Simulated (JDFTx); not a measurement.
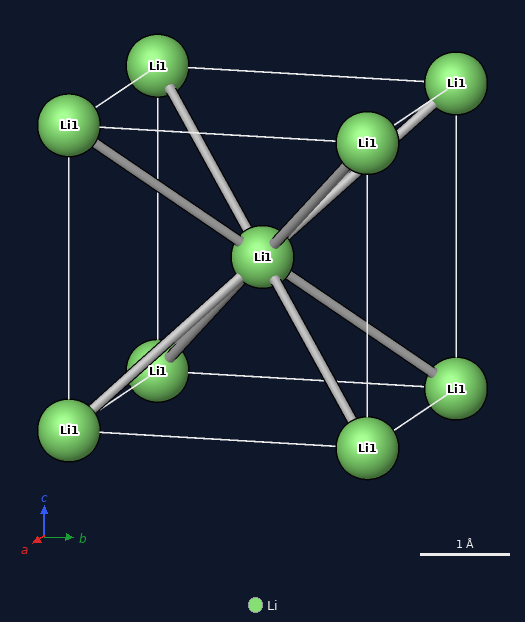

**Figure 1.** The structure as given in the input (ball-and-stick view of the cell 2 times as large as that of the calculation, set on its symmetry axes, seen slightly off an axis; atoms are numbered from 1 in the order of the input).

## Run report: Li, single-point calculation at one volume of an equation of state

The run: single-point calculation at one volume of an equation of state of Li (1 atom in the cell). Method and program: Kohn-Sham DFT of a periodic cell, PBEsol, PseudoDojo-SR-PBEsol-0.4.1-standard, no spin polarisation (JDFTx 1.7.0 (patched build)).

The structure derives from an entry of the Crystallography Open Database. It belongs to a series of runs on one base structure; here: volume scaled by 1.02.

The input
```
lattice \
   -1.7662705373     1.7662705373     1.7662705373 \
    1.7662705373    -1.7662705373     1.7662705373 \
    1.7662705373     1.7662705373    -1.7662705373
latt-scale 1.889726124626 1.889726124626 1.889726124626
coords-type Lattice
ion Li     0.0000000000     0.0000000000     0.0000000000 1

ion-species pseudo/Li.upf
elec-cutoff 37
elec-ex-corr gga-PBEsol
kpoint-folding 11 11 11
elec-smearing Fermi 0.0018374661
elec-n-bands 6
electronic-SCF nIterations 100 energyDiffThreshold 1e-09
electronic-minimize nIterations 30 energyDiffThreshold 1e-7
forces-output-coords Cartesian

dump-name run.$VAR
dump End Ecomponents EigStats BandEigs Kpoints Forces Stress
```

Machine: 1 thread of Arm Neoverse V1, 24 GiB of memory available, shared host.

Launched with:
```bash
jdftx -c 1 -i Li.in -o Li.out
```

Log
```
*************** JDFTx 1.7.0 (patched build) ***************

Input parsed successfully to the following command list (including defaults):
[... the input with its defaults ...]

---------- Setting up symmetries ----------

Found 48 point-group symmetries of the bravais lattice
Found 48 space-group symmetries with basis
Applied RMS atom displacement 0 bohrs to make symmetries exact.

---------- Initializing the Grid ----------
R =
[     -3.33777      3.33777      3.33777  ]
[      3.33777     -3.33777      3.33777  ]
[      3.33777      3.33777     -3.33777  ]
unit cell volume = 148.74
G =
[ 1.57898e-17   0.941226   0.941226  ]
[   0.941226 1.57898e-17   0.941226  ]
[   0.941226   0.941226 1.57898e-17  ]
Minimum fftbox size, Smin = [  32  32  32  ]
Chosen fftbox size, S = [  32  32  32  ]

---------- Exchange Correlation functional ----------
Initalized PBEsol GGA exchange.
Initalized PBEsol GGA correlation.

---------- Setting up pseudopotentials ----------
Width of ionic core gaussian charges (only for fluid interactions / plotting) set to 0

Reading pseudopotential file 'pseudo/Li.upf':
  'Li' pseudopotential, 'PBESOL' functional
  Generated using ONCVPSP code by D. R. Hamann
  3 valence electrons, 2 orbitals, 4 projectors, 1001 radial grid points, with lMax = 1
    1S    l: 0   occupation:  2.0   eigenvalue: -1.887917
    2S    l: 0   occupation:  1.0   eigenvalue: -0.103704
  Core radius for overlap checks: 1.34 bohrs.

Initialized 1 species with 1 total atoms.

Folded 1 k-points by 11x11x11 to 1331 k-points.

---------- Setting up k-points, bands, fillings ----------
Reduced to 56 k-points under symmetry.
Computing the number of bands and number of electrons
Calculating initial fillings.
nElectrons:   3.000000   nBands: 6   nStates: 56

----- Setting up reduced wavefunction bases (one per k-point) -----
average nbasis = 1599.484 , ideal nbasis = 1598.913

---------- Setting up ewald sum ----------
Optimum gaussian width for ewald sums = 2.084030 bohr.
Real space sum over 2197 unit cells with max indices [  6  6  6  ]
Reciprocal space sum over 2197 terms with max indices [  6  6  6  ]

---------- Allocating electronic variables ----------
Initializing wave functions:  linear combination of atomic orbitals
Note: number of bands (6) exceeds available atomic orbitals (2)
Li pseudo-atom occupations:   s ( 2 1 )
	FillingsUpdate:  mu: +0.064540713  nElectrons: 3.000000
LCAOMinimize: Iter:   0  F: -7.1398490330030508  |grad|_K:  8.033e-05  alpha:  1.000e+00
	FillingsUpdate:  mu: +0.064552822  nElectrons: 3.000000
LCAOMinimize: Iter:   1  F: -7.1398550821823141  |grad|_K:  8.175e-07  alpha:  9.309e-01  linmin: -5.466e-02  cgtest:  4.947e-01
LCAOMinimize: Encountered beta<0, resetting CG.
	FillingsUpdate:  mu: +0.064552877  nElectrons: 3.000000
LCAOMinimize: Iter:   2  F: -7.1398550828536065  |grad|_K:  2.140e-08  alpha:  9.964e-01  linmin: -4.309e-04  cgtest:  4.193e-03
	FillingsUpdate:  mu: +0.064552874  nElectrons: 3.000000
LCAOMinimize: Iter:   3  F: -7.1398550828540568  |grad|_K:  1.251e-09  alpha:  8.897e-01  linmin: -2.050e-01  cgtest:  9.974e-01
LCAOMinimize: Encountered beta<0, resetting CG.
LCAOMinimize: Converged (|Delta F|<1.000000e-06 for 2 iters).

-------- Electronic minimization -----------
Will mix electronic density at each iteration.
	FillingsUpdate:  mu: +0.064552874  nElectrons: 3.000000
	FillingsUpdate:  mu: +0.026026001  nElectrons: 3.000000
SCF: Cycle:  0   F: -7.154206160576661   dF: -1.435e-02   |Residual|: 5.031e-03   |deigs|: 1.598e-01
	FillingsUpdate:  mu: +0.026051894  nElectrons: 3.000000
SCF: Cycle:  1   F: -7.154249302290028   dF: -4.314e-05   |Residual|: 3.288e-03   |deigs|: 6.114e-03
	FillingsUpdate:  mu: +0.026332454  nElectrons: 3.000000
SCF: Cycle:  2   F: -7.154249979240046   dF: -6.770e-07   |Residual|: 2.715e-04   |deigs|: 1.652e-03
	FillingsUpdate:  mu: +0.026310238  nElectrons: 3.000000
SCF: Cycle:  3   F: -7.154249996631085   dF: -1.739e-08   |Residual|: 4.435e-05   |deigs|: 3.213e-04
	FillingsUpdate:  mu: +0.026311709  nElectrons: 3.000000
SCF: Cycle:  4   F: -7.154249999774532   dF: -3.143e-09   |Residual|: 2.199e-05   |deigs|: 3.106e-04
	FillingsUpdate:  mu: +0.026309690  nElectrons: 3.000000
SCF: Cycle:  5   F: -7.154250000020809   dF: -2.463e-10   |Residual|: 3.670e-06   |deigs|: 1.545e-04
	FillingsUpdate:  mu: +0.026309188  nElectrons: 3.000000
SCF: Cycle:  6   F: -7.154250000045733   dF: -2.492e-11   |Residual|: 2.039e-06   |deigs|: 1.320e-04
SCF: Converged (|Delta E|<1.000000e-09 for 2 iters).

Setting wave functions to eigenvectors of Hamiltonian

# Stress tensor in Cartesian coordinates [Eh/a0^3]:
[  3.52049e-05            0            0  ]
[            0  3.52049e-05            0  ]
[            0            0  3.52049e-05  ]

# Ionic positions in lattice coordinates:
ion Li   0.000000000000000   0.000000000000000   0.000000000000000 1

# Forces in Cartesian coordinates:
force Li  -0.000000000000000  -0.000000000000000  -0.000000000000000 1

# Energy components:
   Eewald =       -2.4532191266428951
       EH =        1.8180756608650217
     Eloc =       -5.5558798664069711
      Enl =       -4.5274605482864363
      Exc =       -1.6144556428467416
       KE =        5.1788252897308347
-------------------------------------
     Etot =       -7.1541142335871868
       TS =        0.0001357664585459
-------------------------------------
        F =       -7.1542500000457325

IonicMinimize: Iter:   0  F: -7.154250000045733  |grad|_K:  0.000e+00
IonicMinimize: Converged (|grad|_K<1.000000e-04).

#--- Lowdin population analysis ---
# oxidation-state Li +0.082

Dumping 'run.eigStats' ...
	eMin: -1.668465 at state 0 ( [ +0.000000 +0.000000 +0.000000 ] spin 0 )
	HOMO: +0.024788 at state 31 ( [ +0.090909 +0.454545 -0.363636 ] spin 0 )
	mu  : +0.026309
	LUMO: +0.026549 at state 5 ( [ +0.000000 +0.000000 +0.454545 ] spin 0 )
	eMax: +0.839702 at state 39 ( [ +0.181818 +0.272727 +0.272727 ] spin 0 )
	HOMO-LUMO gap: +0.001761
	Optical gap  : +0.159257 at state 31 ( [ +0.090909 +0.454545 -0.363636 ] spin 0 )
Done!
```

Key numbers

```csv
quantity,value
outcome,converged
space group (tolerance 0.01 Å),Im-3m (229)
electrons treated,3
free energy,−194.6771 eV
Fermi energy,0.716 eV
gap on the k-point mesh,none (metallic)
pressure,−1.04 GPa
largest force (length of the vector),under 0.001 eV/Å
wall time,8.1 s
peak memory,0.05 GiB
```
